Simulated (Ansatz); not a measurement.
## Band-structure calculation, with input and output: Cu3N

- system: Cu3N (Pm-3m, 4 atoms in the cell)
- method: DFT, PBEsol, all-electron LAPW, scalar-relativistic, no spin polarisation (Ansatz 0.2.0)

The structure derives from an entry of the Crystallography Open Database. Figures and captions count atoms from 1; the log counts them from 0 in places.

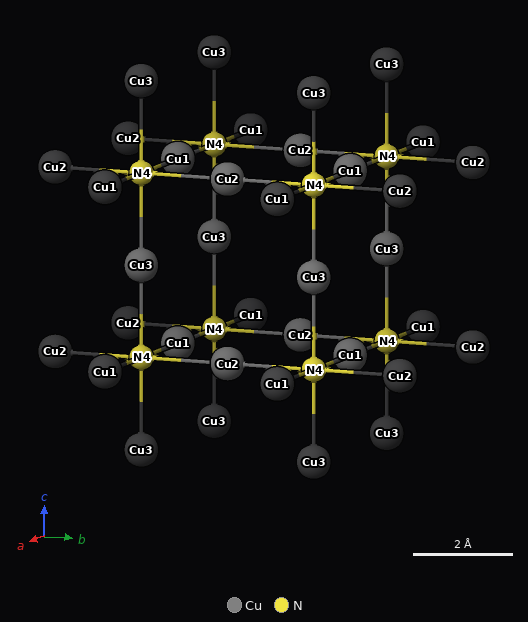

The structure as given in the input (ball-and-stick view of the cell of the calculation, seen slightly off an axis; neighbours outside the cell are drawn fainter; atoms are numbered from 1 in the order of the input). An atom can appear more than once, as a periodic image. Near neighbours in the periodic cell (some may lie outside the picture): Cu has 2 N at 1.91 Å; N has 6 Cu at 1.91 Å.

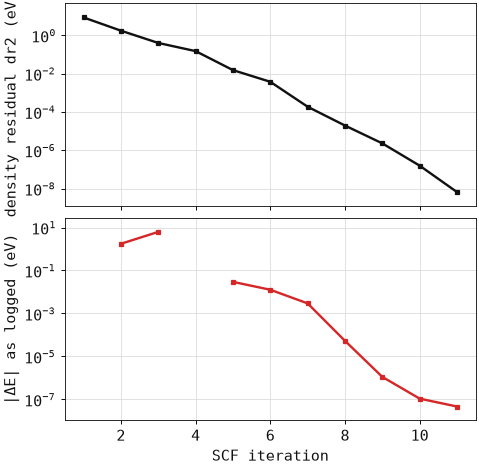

Convergence of the self-consistent field: density residual dr2 and size of the energy change against the SCF iteration. The residual falls at every step.

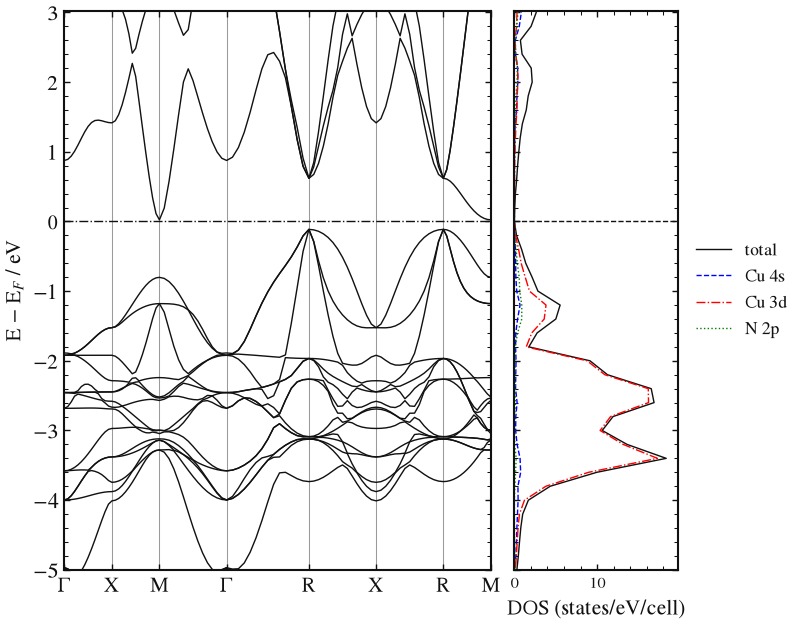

Band structure along Γ–X–M–Γ–R–X–R–M and density of states (projected on atomic shells), with energies from the Fermi level. There is a gap of 0.14 eV on this path, indirect, from R to M.

These pictures come from the run below.

### Input
```yaml
crystal:
  lattice:
    - [3.814, 0.0, 0.0]
    - [0.0, 3.814, 0.0]
    - [0.0, 0.0, 3.814]
  atoms:
    - { symbol: Cu, position: [0.5, 0.0, 0.0] }
    - { symbol: Cu, position: [0.0, 0.5, 0.0] }
    - { symbol: Cu, position: [0.0, 0.0, 0.5] }
    - { symbol: "N", position: [0.0, 0.0, 0.0] }
kpoints:
  mp_grid: { grid: [10, 10, 10] }
  band_path:
    path:
      - [0.0, 0.0, 0.0]
      - [0.0, 0.5, 0.0]
      - [0.5, 0.5, 0.0]
      - [0.0, 0.0, 0.0]
      - [0.5, 0.5, 0.5]
      - [0.0, 0.5, 0.0]
      - [0.5, 0.5, 0.5]
      - [0.5, 0.5, 0.0]
    npoints: 14
scf:
  occupations: { method: fermi_dirac, width: 0.08 }
hamiltonian:
  xc: pbesol
  pseudopotentials: { kind: all_electron, lapw: { basis_error: 0.001 } }
output:
  forces: true
  stress: true
  eigenvalues: true
  populations: true
  dos: { projected: true, de: 0.2, e_range: [-14, 8] }
```

Launch command:
```bash
ansatz run input.yaml --threads 1 --pin off --max-ram 4096MiB --backend cpu --events-out ev --progress --plain --runs-dir out
```

### What the program printed
```
Cu: projections on atomic orbitals take those of the free atom 1s2 2s2 2p6 3s2 3p6 3d10 4s1, of charge +0.00 (hamiltonian.pseudopotentials.projection_atoms)
N: projections on atomic orbitals take those of the free atom 1s2 2s2 2p3, of charge +0.00 (hamiltonian.pseudopotentials.projection_atoms)
LAPW: plane waves up to 10.777 Å⁻¹, error target 1.0e-3 eV per atom; small_component_spin mean_spin; N in spheres of 0.835 Å, 7 of its electrons in bands, Dirac shells []; Cu in spheres of 1.072 Å, 19 of its electrons in bands, Dirac shells [] (how accurate: hamiltonian.pseudopotentials.lapw.basis_error, Limitations)
Engine: ansatz 0.2.0, aarch64-unknown-linux-gnu
Pseudopotentials: kind: all_electron
Pseudopotential: Cu, LAPW, valence charge 19, lapw/all_electron/scalar/gaussian/Cu, Koelling and Harmon's equation, gaussian nucleus
Pseudopotential: N, LAPW, valence charge 7, lapw/all_electron/scalar/gaussian/N, Koelling and Harmon's equation, gaussian nucleus
Functional definition: PBEsol
  exchange = pbesol_x
  correlation = pbesol_c
Crystal: 4 atoms, lattice volume = 55.481 Å³
Basis set: ecut = 442.5265946132289 eV, 1189 PW (Γ), exchange–correlation at level 2
Bands: 39, of which v1, the nominal top of the filled ones, is band 32 counted from 1 (31 counted from 0)
Symmetry: 48 space group operations
Space group: Pm-3m (ITA 221), of the structure as read, at distance tolerance 3.8e-5 Å
k-points: 56 of 1000
Non-local potential: Cu, projectors of the file, none
Non-local potential: N, projectors of the file, none
Initial density: superposition of atomic densities (chi_scale 0.1, normalization cell, long waves kept (reshape's long-wave potential 0.01 eV rms))
Initial wavefunctions: plane waves of lowest kinetic energy (no species holds an atomic orbital)
Functional: x = pbesol(κ = 0.804, μ = 0.12345679012345678), c = pbesol(β = 0.046)
iter 1 solved again at ethr=1.33e-2 eV; its pass at ethr=1.00e-1 eV (dr2=8.53e0 eV) is discarded
SCF iter   1: F=—  HF=-136481.862587 eV  |F-HF|=—  |Δ(HF+E_count)|=         —  Δρ=1.20e-1  dr2=8.54e0  ethr=1.33e-2  ⟨swp⟩=2.0  Hψ=13856  notcnv=0
preconditioner: auto → Kerker (q_TF=auto, 2.794 Å⁻¹)  [metal: Δε(μ)=0.164 eV  Ē_g=8.863 eV  σ=0.080 eV  W_gap=0.47  n_scr=18 (ndim 8)  ℏωp=30.7 eV  f_vac=0.140  D(μ)=0.42/eV (n_scr^D=0)]
SCF iter   2: F=—  HF=-136483.614533 eV  |F-HF|=—  |Δ(HF+E_count)|=    1.75e0  Δρ=5.63e-2  dr2=1.74e0  ethr=1.33e-2  ⟨swp⟩=3.0  Hψ=7135  notcnv=0
preconditioner: auto → Resta (q_TF=auto, 2.794 Å⁻¹)  ε∞=8.1  [insulator: Δε(μ)=1.357 eV  Ē_g=11.554 eV  σ=0.080 eV  W_gap=1.00  n_scr=18 (ndim 8)  ℏωp=30.7 eV  f_vac=0.128  D(μ)=0.00/eV (n_scr^D=0)  ε∞_Penn≈8.1]
SCF iter   3: F=—  HF=-136477.363556 eV  |F-HF|=—  |Δ(HF+E_count)|=    6.25e0  Δρ=1.90e-2  dr2=3.98e-1  ethr=2.73e-3  ⟨swp⟩=3.0  Hψ=7242  notcnv=0
SCF iter   4: F=—  HF=-136477.210941 eV  |F-HF|=—  |Δ(HF+E_count)|=         —  Δρ=1.35e-2  dr2=1.49e-1  ethr=6.21e-4  ⟨swp⟩=2.0  Hψ=6540  notcnv=0
the basis was enlarged: its passes take 634.9 KiB over the memory plan, 1 of 1 planned eigensolver slots
SCF iter   5: F=—  HF=-136477.181369 eV  |F-HF|=—  |Δ(HF+E_count)|=   2.96e-2  Δρ=5.47e-3  dr2=1.52e-2  ethr=2.33e-4  ⟨swp⟩=2.3  Hψ=6619  notcnv=0
SCF iter   6: F=—  HF=-136477.168653 eV  |F-HF|=—  |Δ(HF+E_count)|=   1.27e-2  Δρ=2.68e-3  dr2=3.73e-3  ethr=2.37e-5  ⟨swp⟩=2.0  Hψ=6184  notcnv=0
iter 7 solved again at ethr=2.89e-7 eV; its pass at ethr=5.83e-6 eV (dr2=1.85e-4 eV) is discarded
SCF iter   7: F=—  HF=-136477.165705 eV  |F-HF|=—  |Δ(HF+E_count)|=   2.95e-3  Δρ=4.04e-4  dr2=1.86e-4  ethr=2.89e-7  ⟨swp⟩=2.0  Hψ=10661  notcnv=0
SCF iter   8: F=—  HF=-136477.165652 eV  |F-HF|=—  |Δ(HF+E_count)|=   5.34e-5  Δρ=1.53e-4  dr2=1.94e-5  ethr=2.89e-7  ⟨swp⟩=2.2  Hψ=6250  notcnv=0
SCF iter   9: F=—  HF=-136477.165650 eV  |F-HF|=—  |Δ(HF+E_count)|=   1.12e-6  Δρ=5.19e-5  dr2=2.27e-6  ethr=3.03e-8  ⟨swp⟩=2.1  Hψ=6197  notcnv=0
SCF iter  10: F=—  HF=-136477.165650 eV  |F-HF|=—  |Δ(HF+E_count)|=   1.09e-7  Δρ=1.65e-5  dr2=1.56e-7  ethr=3.55e-9  ⟨swp⟩=2.9  Hψ=6339  notcnv=0
SCF iter  11: F=-136477.165650 eV  HF=-136477.165650 eV  |F-HF|=2.47e-9  |Δ(HF+E_count)|=   4.68e-8  Δρ=3.15e-6  dr2=6.51e-9  ethr=2.44e-10  ⟨swp⟩=3.0  Hψ=6359  notcnv=0
SCF 1 converged in 11 iterations: F = -136477.165650 eV  dr2 = 6.51e-9
NSCF: frozen V_eff on 99 k-points
SCF converged after 11 iterations
Free energy (F): -136477.165650 eV
Harris-Foulkes:  -136477.165650 eV  (|F-HF|=2.47e-9)
Internal energy: -136477.162051 eV  (E = F + TS)
E sigma→0 (E₀):  -136477.163851 eV
Entropy (-TS):   -0.003599 eV (-0.900 meV/atom)
Fermi energy:    11.047491 eV
--- Per-component energies (eV) ---
  E_band       = -2131.691116
  E_kinetic    = 138773.080317
  E_xc         = -5590.244675
  E_electrostatic = -269659.997693  (all electrons and nuclei)
  E_smearing   = -0.003599  (= −TS)
  E_closure    = 0.000000  (closes the sum)
  E_atoms      = -136456.671702  (free atoms, spherical and without spin; not in F)
  Σ components = -136477.165650   (vs F -136477.165650, Δ=0.00e0)
  Basis errors (estimates in eV, not in F): energy 4.7e-4 per atom: plane waves 4.2e-4 (2.4e-4 summed), levels above the bands 3.2e-51, relativity 6.5e-8, radial functions 4.9e-5, core shells 7.0e-9; eigenvalues (radial functions only) 1.6e-6; not estimated: angular momenta, meshes, grids; target (lapw.basis_error) 1.0e-3; muffin-tin radii N 0.835 Å, Cu 1.072 Å
--- Forces (eV/Å), atoms counted from 1 ---
  atom   1  Cu    -0.00000000     0.00000000     0.00000000
  atom   2  Cu    -0.00000000     0.00000000     0.00000000
  atom   3  Cu    -0.00000000    -0.00000000    -0.00000000
  atom   4  N      0.00000000    -0.00000000     0.00000000
  max |Σ_I F_I| component: 3.62e-30 eV/Å
--- Stress (GPa, compression-positive) ---
       -4.827278      -0.000000       0.000000
       -0.000000      -4.827278       0.000000
        0.000000       0.000000      -4.827278
  P = ⅓ Tr σ = -4.8273 GPa (-48.273 kbar)
--- Band table (eV; the first three rows and the last of 56) ---
  k-point 0: bands = ["-365.3669", "-101.3335", "-101.3268", "-101.3268", "-59.0566", "-59.0566", "-59.0566", "-58.7806", "-58.7806", "-58.7806", "-58.7771", "-58.7771", "-58.7771", "-5.9275", "5.6375", "6.0781", "6.0781", "6.0781", "7.0502", "7.0502", "7.0502", "7.4684", "7.4684", "8.3657", "8.3657", "8.5916", "8.5916", "8.5916", "9.1264", "9.1264", "9.1264", "9.1602", "11.9227", "16.1419", "16.1419", "17.4601", "17.4601", "17.4601", "23.0877"]
  k-point 1: bands = ["-365.3669", "-101.3334", "-101.3269", "-101.3268", "-59.0565", "-59.0565", "-59.0565", "-58.7808", "-58.7806", "-58.7806", "-58.7772", "-58.7772", "-58.7771", "-5.8899", "5.4725", "5.9428", "5.9679", "5.9679", "7.0607", "7.1600", "7.1600", "7.4765", "7.5111", "8.3667", "8.5232", "8.5805", "8.5925", "8.5925", "9.1264", "9.1352", "9.1533", "9.1533", "12.0386", "15.6271", "16.2017", "17.5084", "17.5084", "18.0436", "22.4772"]
  k-point 2: bands = ["-365.3669", "-101.3329", "-101.3273", "-101.3268", "-59.0563", "-59.0563", "-59.0561", "-58.7813", "-58.7804", "-58.7804", "-58.7775", "-58.7775", "-58.7771", "-5.7883", "4.7866", "5.7521", "5.7521", "6.0829", "7.0893", "7.3669", "7.3669", "7.4817", "7.6314", "8.3688", "8.5509", "8.5951", "8.5951", "8.7006", "9.0621", "9.1265", "9.2347", "9.2347", "12.2977", "14.8990", "16.3866", "17.6411", "17.6411", "19.0911", "21.2561"]
  k-point 55: bands = ["-365.3669", "-101.3290", "-101.3290", "-101.3290", "-59.0933", "-59.0361", "-59.0361", "-58.7961", "-58.7961", "-58.7961", "-58.7635", "-58.7635", "-58.7635", "-4.5954", "3.0903", "3.0903", "3.0903", "7.3140", "7.9241", "7.9241", "7.9241", "7.9587", "7.9587", "7.9587", "8.7842", "8.7842", "9.0811", "9.0811", "9.0811", "10.9336", "10.9336", "10.9336", "11.6670", "11.6670", "11.6670", "16.9880", "18.8956", "18.8956", "18.8956"]
--- Löwdin populations: 4 sites ---
  site symbol       q [e]
     0     Cu     28.4799
     1     Cu     28.4799
     2     Cu     28.4799
     3      N      8.2211
  spilling = 0.003609 (of n_electrons = 94.000000)
```

### File dos.tsv
```
# E-E_F[eV]	g_bin_mean(E)[states/eV]	N(E)
# format = ansatz-dos/2
# fermi_ev = 11.047491
# fermi_mp_grid = 10 10 10
# fermi_mp_shift = 0 0 0
# g_bin_mean(E): the states in a bin one row spacing wide, centred on E, divided by that spacing. States that the method places at a single energy (under output.dos.method: tetrahedron, those of a tetrahedron whose four corners have one energy) are counted whole in the row whose bin holds that energy (on the edge of two bins, in the lower row). The sum of g_bin_mean over a run of rows, times the row spacing, is the number of states from half a spacing under the first of them to half a spacing over the last (a plain sum, not the trapezoid rule).
-14.000000	0.000000e0	2.800000e1
-13.800000	0.000000e0	2.800000e1
-13.600000	0.000000e0	2.800000e1
-13.400000	0.000000e0	2.800000e1
-13.200000	0.000000e0	2.800000e1
-13.000000	0.000000e0	2.800000e1
-12.800000	0.000000e0	2.800000e1
-12.600000	0.000000e0	2.800000e1
-12.400000	0.000000e0	2.800000e1
-12.200000	0.000000e0	2.800000e1
-12.000000	0.000000e0	2.800000e1
-11.800000	0.000000e0	2.800000e1
-11.600000	0.000000e0	2.800000e1
-11.400000	0.000000e0	2.800000e1
-11.200000	0.000000e0	2.800000e1
-11.000000	0.000000e0	2.800000e1
-10.800000	0.000000e0	2.800000e1
-10.600000	0.000000e0	2.800000e1
-10.400000	0.000000e0	2.800000e1
-10.200000	0.000000e0	2.800000e1
-10.000000	0.000000e0	2.800000e1
-9.800000	0.000000e0	2.800000e1
-9.600000	0.000000e0	2.800000e1
-9.400000	0.000000e0	2.800000e1
-9.200000	0.000000e0	2.800000e1
-9.000000	0.000000e0	2.800000e1
-8.800000	0.000000e0	2.800000e1
-8.600000	0.000000e0	2.800000e1
-8.400000	0.000000e0	2.800000e1
-8.200000	0.000000e0	2.800000e1
-8.000000	1.751465e-1	2.800000e1
-7.800000	3.607015e0	2.824015e1
-7.600000	4.123276e0	2.928615e1
-7.400000	2.402763e0	2.981697e1
-7.200000	2.506172e0	3.032058e1
-7.000000	1.858550e0	3.075972e1
-6.800000	1.775387e0	3.110980e1
-6.600000	2.078823e0	3.149139e1
-6.400000	2.145225e0	3.192094e1
-6.200000	2.375195e0	3.235583e1
-6.000000	2.621076e0	3.286972e1
-5.800000	2.270837e0	3.338029e1
-5.600000	1.298147e0	3.374736e1
-5.400000	5.212343e-1	3.391066e1
-5.200000	2.132732e-1	3.397763e1
-5.000000	3.059191e-1	3.401683e1
-4.800000	4.794477e-1	3.410119e1
-4.600000	6.204757e-1	3.420984e1
-4.400000	7.729505e-1	3.434874e1
-4.200000	1.006475e0	3.452221e1
-4.000000	1.692597e0	3.476087e1
-3.800000	4.333498e0	3.536655e1
-3.600000	9.965092e0	3.659647e1
-3.400000	1.834787e1	3.931446e1
-3.200000	1.362090e1	4.301381e1
-3.000000	1.061379e1	4.513337e1
-2.800000	1.192365e1	4.742338e1
-2.600000	1.687747e1	5.056021e1
-2.400000	1.653678e1	5.341356e1
-2.200000	1.125489e1	5.697411e1
-2.000000	9.137660e0	5.878315e1
-1.800000	1.747365e0	5.965974e1
-1.600000	2.748645e0	6.006360e1
-1.400000	5.012780e0	6.087619e1
-1.200000	5.529173e0	6.200101e1
-1.000000	2.848155e0	6.280365e1
-0.800000	2.144643e0	6.330769e1
-0.600000	1.375965e0	6.364806e1
-0.400000	8.738744e-1	6.387896e1
-0.200000	2.578127e-1	6.398484e1
0.000000	1.479705e-3	6.400000e1
0.200000	4.122791e-2	6.400269e1
0.400000	1.286926e-1	6.401877e1
0.600000	2.765032e-1	6.405706e1
0.800000	3.936339e-1	6.412720e1
1.000000	5.373106e-1	6.421594e1
1.200000	7.062433e-1	6.434184e1
1.400000	9.651622e-1	6.450650e1
1.600000	1.437882e0	6.474266e1
1.800000	1.670338e0	6.505568e1
2.000000	2.154409e0	6.543601e1
2.200000	2.038867e0	6.589062e1
2.400000	9.332930e-1	6.619956e1
2.600000	7.293480e-1	6.630284e1
2.800000	2.020188e0	6.658581e1
3.000000	2.644815e0	6.705387e1
3.200000	2.348836e0	6.759968e1
3.400000	1.506150e0	6.797896e1
3.600000	1.000781e0	6.821061e1
3.800000	9.959325e-1	6.840374e1
4.000000	1.016794e0	6.861426e1
4.200000	1.316494e0	6.881163e1
4.400000	1.905510e0	6.917900e1
4.600000	1.379050e0	6.951240e1
4.800000	1.201989e0	6.975655e1
5.000000	1.116622e0	6.997547e1
5.200000	1.347483e0	7.022521e1
5.400000	1.303922e0	7.049833e1
5.600000	1.157379e0	7.074277e1
5.800000	1.112187e0	7.097095e1
6.000000	1.095644e0	7.118374e1
6.200000	1.180039e0	7.141937e1
6.400000	1.119977e0	7.163940e1
6.600000	1.145351e0	7.186640e1
6.800000	2.134220e0	7.214128e1
7.000000	3.681043e0	7.278096e1
7.200000	2.137268e0	7.340872e1
7.400000	2.208094e0	7.375093e1
7.600000	2.612846e0	7.431934e1
7.800000	2.061082e0	7.474504e1
8.000000	1.460117e0	7.509995e1
```

### File populations.tsv
```
# site	symbol	l	j	q
# orbitals = lowdin
# n_electrons = 94.000000
# spilling = 0.003609
# projection_atom_Cu: 1s2 2s2 2p6 3s2 3p6 3d10 4s1
# projection_atom_N: 1s2 2s2 2p3
0	Cu	0_1S	-	1.999991
0	Cu	0_2S	-	1.999559
0	Cu	0_3S	-	1.988572
0	Cu	0_4S	-	0.797376
0	Cu	1_2P	-	5.999996
0	Cu	1_3P	-	5.998950
0	Cu	2_3D	-	9.695454
1	Cu	0_1S	-	1.999991
1	Cu	0_2S	-	1.999559
1	Cu	0_3S	-	1.988572
1	Cu	0_4S	-	0.797376
1	Cu	1_2P	-	5.999996
1	Cu	1_3P	-	5.998950
1	Cu	2_3D	-	9.695454
2	Cu	0_1S	-	1.999991
2	Cu	0_2S	-	1.999559
2	Cu	0_3S	-	1.988572
2	Cu	0_4S	-	0.797376
2	Cu	1_2P	-	5.999996
2	Cu	1_3P	-	5.998950
2	Cu	2_3D	-	9.695454
3	N	0_1S	-	1.997682
3	N	0_2S	-	1.587651
3	N	1_2P	-	4.635747
```

### Summary

```json
{"quantity": "outcome", "value": "converged"}
{"quantity": "space group (tolerance 0.01 Å)", "value": "Pm-3m (221)"}
{"quantity": "electrons in bands (core shells apart)", "value": "64"}
{"quantity": "free energy", "value": "−136477.1657 eV"}
{"quantity": "Fermi energy", "value": "11.047 eV"}
{"quantity": "pressure", "value": "−4.83 GPa"}
{"quantity": "electronic character", "value": "gap of 0.14 eV"}
{"quantity": "largest force (length of the vector)", "value": "under 0.001 eV/Å"}
{"quantity": "hardware", "value": "1 thread of Arm Neoverse V1, 24 GiB of memory available, shared host"}
{"quantity": "wall time", "value": "2 min"}
{"quantity": "peak memory", "value": "0.63 GiB"}
```
